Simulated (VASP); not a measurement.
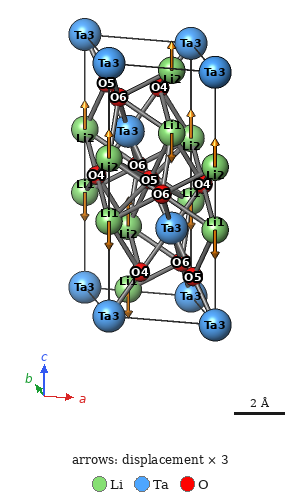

A relaxation of crystalline Li₂TaO₃ (a generated structure, set up in R-3m). The starting structure is drawn; orange arrows show the displacements (the part carried along by the change of the cell is left out), magnified 3 times.

Style: ball-and-stick. Shown: the conventional cell (3 times the calculation's cell), slightly off an axis. Lengths and directions refer to the drawn axes.

The run lets cell and atoms move.

Computed with VASP 6.6.1, Kohn-Sham DFT of a periodic cell, PBE, VASP PAW PBE potentials, recommended.

Input file:
```
SYSTEM = Li2TaO3
  PREC = Normal
  ENCUT = 520
  EDIFF = 1E-4
  ISMEAR = 0
  SIGMA = 0.15
  LREAL = .False.
  LASPH = .True.
  NELM = 60
  ALGO = Fast
  ISIF = 3
  LWAVE = .False.
  LCHARG = .False.
  GGA = PE
  IBRION = 2
  NSW = 24
  EDIFFG = -0.08
```

Command:
```bash
cat potpaw_PBE.64/Li_sv/POTCAR potpaw_PBE.64/Ta_pv/POTCAR potpaw_PBE.64/O/POTCAR > POTCAR
mpirun -np 1 vasp_std > vasp.out
```

Which element moves most?

Answer. Lithium: up to 0.42 Å, against 0.00 Å for oxygen.

Describe the change and its energy.

Answer. The largest moves relative to the cell, 0.42 Å, are those of Li1 and Li2. Li1 goes along −c. O and Ta stay in place. The volume changes by +6.9 %, with a = b 4.471 → 5.314 Å (+18.8 %), c 10.534 → 7.971 Å (−24.3 %). Among the contacts that change: Li1–Ta3 3.954 → 2.575 Å, Li1–O4 2.549 → 1.976 Å, Li1–Ta3 (another image) 2.619 → 3.069 Å, Li1–O4 (another image) 2.593 → 3.008 Å. Bond angles that change, for instance: O4–Ta3–O5 61.7° → 81.8°, O4–Ta3–O5 118.3° → 98.2°. The space group stays R-3m (No. 166). The energy falls by 8.879 eV per cell of the calculation in 13 geometry steps. The largest force component goes from 0.47 to 0.055 eV/Å. Pressure: 3.17 GPa at the start and 0.20 GPa at the end.
